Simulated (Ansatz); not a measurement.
```
CELL_PARAMETERS angstrom
3.06361 0.00000 0.00000
0.00000 0.00000 -3.40794
0.00000 4.12307 0.00000
ATOMIC_POSITIONS crystal
C 0.75000 0.75000 0.25000
C 0.25000 0.75000 0.75000
C 0.25000 0.25000 0.25000
C 0.75000 0.25000 0.75000
C 0.50000 0.50000 0.00000
C 0.00000 0.50000 0.50000
C 0.00000 0.00000 0.00000
C 0.50000 0.00000 0.50000
```

Space group Fddd; changed on purpose from its base cell (strain +e along x and -e along y -0.1500, strain +e along z and -e/2 along x and y -0.0350); computed pressure about 13 GPa in this cell; PAW files of the earlier set (soft_1).

The calculation used DFT LDA, scalar-relativistic, plane waves, PAW (Ansatz).

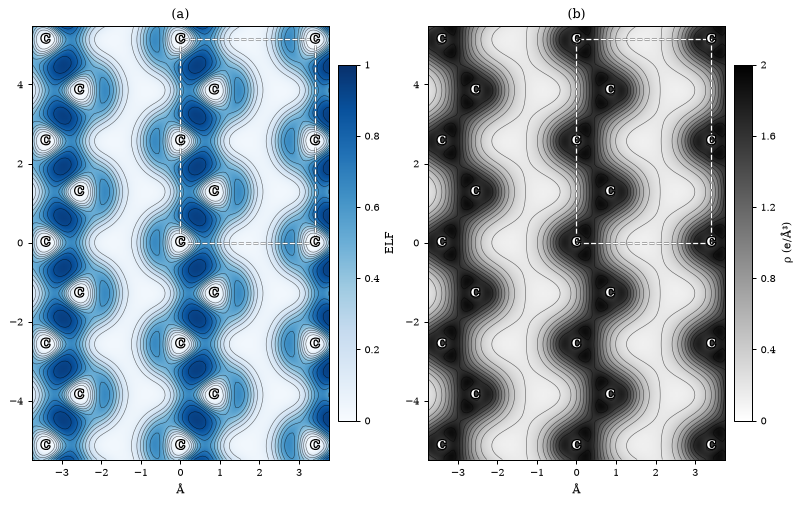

C. (a) ELF; (b) valence pseudo-density on the (101) plane of the conventional cell.

Core electrons are frozen (PAW), and the valence fields are smoothed inside the atomic spheres.

Q: Interpret the plot.

A: The section cuts through C sites. C–C (1.54 Å): ρ at the midpoint is about 1.6 e/Å³; the ELF peaks at about 0.95 between the atoms. Between the atoms the lowest density in this plane is 0.12 e/Å³.
